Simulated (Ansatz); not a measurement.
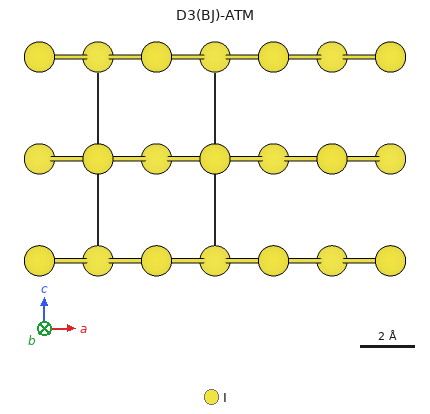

Crystalline I (set up in Fmmm), relaxed (cell and atoms) with several dispersion corrections. The picture shows the result with D3(BJ)-ATM. A ball-and-stick model of the conventional cell (4 times the calculation's cell), repeated 2 × 1 × 1 with one cell outlined, seen along the b axis. Lengths and directions refer to the drawn axes.

Computed with Ansatz 0.2.0: r2SCAN, Ansatz PAW. Settings: plane-wave cutoff 500 eV; k-point mesh 9 × 9 × 9; occupations fermi-dirac; smearing width 0.05 eV; no spin polarisation; cell and atoms relaxed; force threshold 0.01 eV/Å.

| dispersion correction | volume (Å³/atom) | a (Å) | b (Å) | c (Å) |
| --- | --- | --- | --- | --- |
| D3(BJ)-ATM | 38.953 | 4.352 | 4.722 | 7.581 |
| D4 | ? | ? | ? | ? |
| none | 40.553 | 4.384 | 4.731 | 7.820 |
| rVV10 | 37.904 | 4.387 | 4.677 | 7.388 |
| D3(BJ) | 38.579 | 4.370 | 4.698 | 7.517 |

One row is withheld. What does the calculation give there?

With D4 the volume falls between D3(BJ)-ATM (38.953) and none (40.553). The calculation gives 39.085 Å³/atom (a = 4.354 Å, b = 4.725 Å, c = 7.600 Å). In order of volume: rVV10 < D3(BJ) < D3(BJ)-ATM < D4 < none; the spread is 7.0 %.

Each member starts from this one structure; whether another phase lies lower wasn't checked.

Limits of the set-up: an odd number of electrons was run without spin polarisation, which fails if the electron would localise; layers or molecules are held without a dispersion correction, so their spacing is unreliable.
